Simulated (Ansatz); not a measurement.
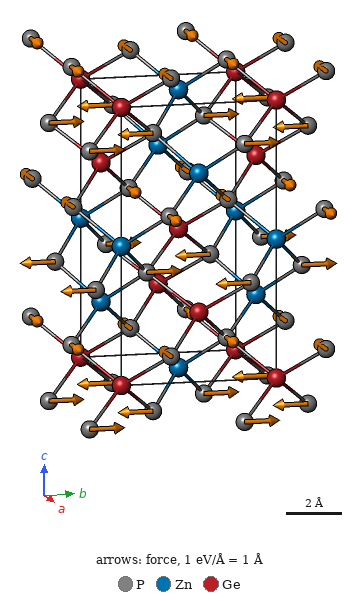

Starting geometry of a crystal of ZnGeP2 (a generated structure, set up in I-42d) with the computed forces as orange arrows. The picture is a ball-and-stick view of the conventional cell (2 times the calculation's cell), seen slightly off an axis. Lengths and directions refer to the drawn axes.

The start is a swapped structure.

Computed with DFT, PAW plane waves, PBEsol (Ansatz).

The input:
```yaml
crystal:
  lattice:
    - [0.0, 5.829129, 0.0]
    - [5.829129, 0.0, 0.0]
    - [2.914564, 2.914564, -5.142899]
  atoms:
    - { symbol: P, position: [0.375, 0.395, 0.75] }
    - { symbol: P, position: [0.605, 0.125, 0.25] }
    - { symbol: P, position: [0.875, 0.855, 0.75] }
    - { symbol: P, position: [0.145, 0.625, 0.25] }
    - { symbol: Zn, position: [0.5, 0.5, 0.0] }
    - { symbol: Zn, position: [0.25, 0.75, 0.5] }
    - { symbol: Ge, position: [0.0, 0.0, 0.0] }
    - { symbol: Ge, position: [0.75, 0.25, 0.5] }
  symmetry: { tolerance: 0.0003 }
kpoints:
  mp_grid: { grid: [5, 5, 5], shift: [0, 0, 0] }
magnetization:
  spin_polarized: false
scf:
  occupations: { method: fermi_dirac, width: 0.05 }
  lower_state_search: "off"
hamiltonian:
  pseudopotentials: { kind: paw }
  xc: pbesol
basis:
  ecutwfc: 420
  fft_grid_basis: typed
relax:
  max_steps: 60
output:
  forces: true
  stress: true
  eigenvalues: true
  bader: true
  populations: true
  elf: true
  write_potential: true
  volumetric_format: npy
  dos:
    e_range: [-12, 8]
    de: 0.05
    projected: { site_lists: { Ge: [Ge], P: [P], Zn: [Zn] } }
  write_density: true
checkpoint:
  read: saved_state
```

Command:
```bash
ansatz run input.yaml --threads 2 --pin off --max-ram 3584MiB --backend cpu --events-out ev --progress --plain --runs-dir out
```

Is this structure relaxed? If not, where do the atoms go?

Answer. It isn't relaxed: the largest force vector, on P atoms, is 1.34 eV/Å. The atoms end up moving mostly along the starting forces (cosine between the two patterns 1.00). After 3 geometry steps the energy has fallen by 56.6 meV per atom. Largest force component: 1.3 eV/Å at the start, 0.00066 eV/Å at the end. The largest moves, 0.16 Å, are those of P1, P2, P3 and P4. P2 goes along +b. Ge and Zn stay in place. The cell doesn't change. Among the contacts that change: P1–Ge7 2.501 → 2.401 Å, P1–Zn5 2.361 → 2.458 Å. Bond angles that change, for instance: Zn5–P1–Zn6 110.8° → 104.5°, Ge7–P1–Ge8 102.0° → 108.1°, P1–Zn6–P3 114.0° → 116.9°. The space group stays I-42d (No. 122). The run took about 2.6 core-minutes on a shared host.
